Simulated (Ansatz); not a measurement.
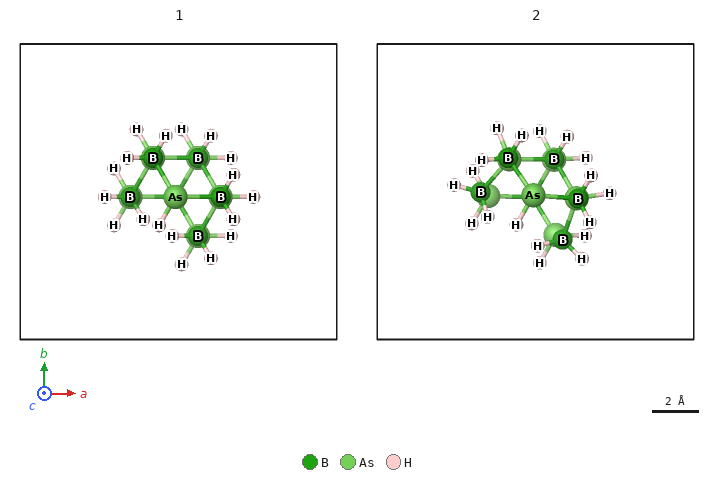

Two geometries of a wire of composition BAsH3, drawn at one scale. One is the start of a relaxation, the other its converged end. Style: ball-and-stick. Shown: the cell of the calculation, with the vacuum cut short (origin shifted), along the c axis.

The calculation used DFT PBE, scalar-relativistic, plane waves, PAW in Ansatz. Settings: plane-wave cutoff 420 eV; k-point mesh 1 × 1 × 4; occupations gaussian; smearing width 0.05 eV; no spin polarisation; cell relaxed at fixed a, b, alpha, beta, gamma; force threshold 0.02 eV/Å; at most 45 steps.

### Which geometry has the lower energy?

Structure 2 is the relaxed one. Case: wire along [1 1 1], 12 atoms a period, capped with H. The largest moves relative to the centre of the atoms, 0.68 Å, are those of H atoms. Largest moves by element: H 0.68 Å, B 0.37 Å, As 0.16 Å. Along the periodic axis the drawn cell goes c 8.329 → 8.386 Å (+0.7 %). Among the contacts that change: As–B 2.082 → 2.053 Å, B–H 1.190 → 1.208 Å, As–H 1.520 → 1.515 Å. Bond angles that change, for instance: B–As–B 109.5° → 120.8°, H–As–H 109.5° → 98.7°, H–As–H 109.5° → 99.6°. Over 6 accepted moves (7 points after the start) the energy falls by 1.127 eV per cell of the calculation. Largest force component: 1.4 eV/Å at the start, 0.0083 eV/Å at the end. At 1 point the geometry stayed and the basis and grid were re-selected for the new cell (energy shift of 2.4 meV per cell of the calculation at most each time).
